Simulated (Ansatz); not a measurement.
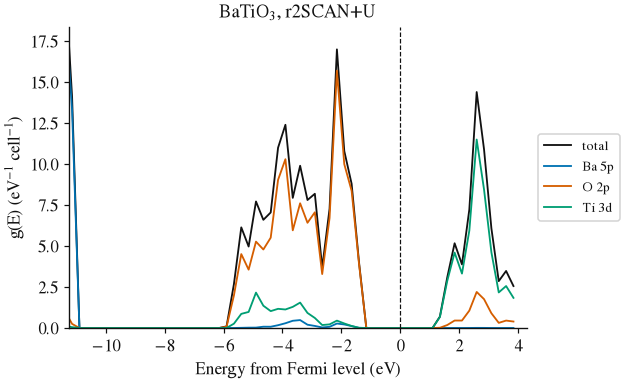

Density of states. Energies are counted from the Fermi level. The partial curves are projected on Löwdin-orthogonalised atomic shells.

Calculation on BaTiO₃, space group Pm-3m, 10 atoms in the cell, a database entry, rescaled.

Computed with Ansatz: DFT with r2SCAN, PAW plane waves, Ueff = 3.42 eV on Ti d, no spin polarisation, 6×6×3 k mesh, 500 eV cutoff, Fermi-Dirac smearing of 0.03 eV.

> Metal or insulator, going by the density of states?

There is a gap; over the k points computed it is 2.53 eV.

> How wide is the upper valence band?

The upper group of valence states starts about 4.6 eV under the valence-band top (which lies at −1.3 eV on this axis), with a gap beneath it; it holds about 36 electrons a cell.

> What is the character of the states on either side of the gap?

By projected weight, the top eV of the valence band is O 2p almost alone; the bottom eV of the conduction band is Ti 3d almost alone. The gap is of charge-transfer type, from anion p to metal d states.
